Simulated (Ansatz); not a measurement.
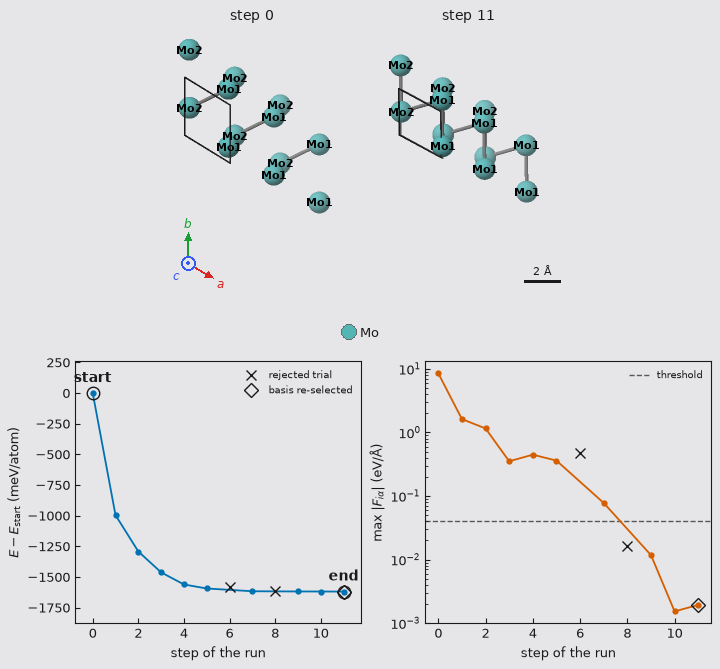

First and last geometry of a relaxation of a crystal of Mo (built on the random type) (coarse preliminary run), with the history of the run. Style: ball-and-stick. Shown: the cell of the calculation, reduced to other axes, repeated 3 × 2 × 1 with one cell outlined, along the c axis. Lengths and directions refer to the drawn axes.

Case: random cell without symmetry.

Computed with Ansatz, DFT PBE, scalar-relativistic, plane waves, PAW.

The input:
```yaml
crystal:
  lattice:
    - [3.2889704311, 0.0, 0.0]
    - [1.5689527903, 2.8091082291, 0.0]
    - [0.0335340358, -1.8310398643, 4.1655248694]
  atoms:
    - { symbol: Mo, position: [0.7361122988, 0.9630228608, 0.8650627665] }
    - { symbol: Mo, position: [0.4771577603, 0.0991377014, 0.5119569281] }
basis:
  ecutwfc: 420
kpoints:
  mp_grid: { grid: [6, 6, 4] }
hamiltonian:
  xc: pbe
scf:
  occupations: { method: gaussian, width: 0.1 }
  lower_state_search: "off"
output:
  forces: true
  stress: true
  eigenvalues: true
relax:
  adjacent_minimum: "off"
  f_tol: 0.04
  max_steps: 70
  cell: { stress_tol: 0.4 }
```

> Did the run converge, and what did it change?

It converged. Over 8 accepted moves (11 points after the start) the energy falls by 1618 meV per atom. Largest force component: 8.5 eV/Å at the start, 0.0019 eV/Å at the end. The pressure goes from 22.52 to 0.17 GPa. The line search rejected the trial steps at points 6, 8 of the run. At 1 point the geometry stayed and the basis and grid were re-selected for the new cell (energy shift of 0.6 meV per atom at most each time). The largest moves relative to the cell, 0.34 Å, are those of Mo1 and Mo2. Mo1 goes along [1 0 1]. The volume changes by −16.8 %, with a 3.218 → 3.020 Å (−6.1 %), b 3.289 → 2.621 Å (−20.3 %), c 4.550 → 5.216 Å (+14.6 %), α 90.4° → 90.0°, β 110.3° → 117.2°, γ 119.2° → 115.7°. Among the contacts that change: Mo1–Mo2 1.909 → 2.694 Å, Mo1–Mo2 (another image) 3.492 → 2.720 Å, Mo1–Mo1 3.289 → 2.621 Å, Mo1–Mo1 (another image) 3.294 → 3.021 Å. New bonds form: Mo1–Mo2 (3.49 → 2.72 Å). Bond angles that change, for instance: Mo2–Mo1–Mo2 94.3° → 67.8°, Mo2–Mo1–Mo2 143.0° → 151.0°, Mo2–Mo1–Mo2 115.9° → 119.6°. The space group (tolerance 0.01 Å) goes from P-1 (No. 2) to C2/c (No. 15).
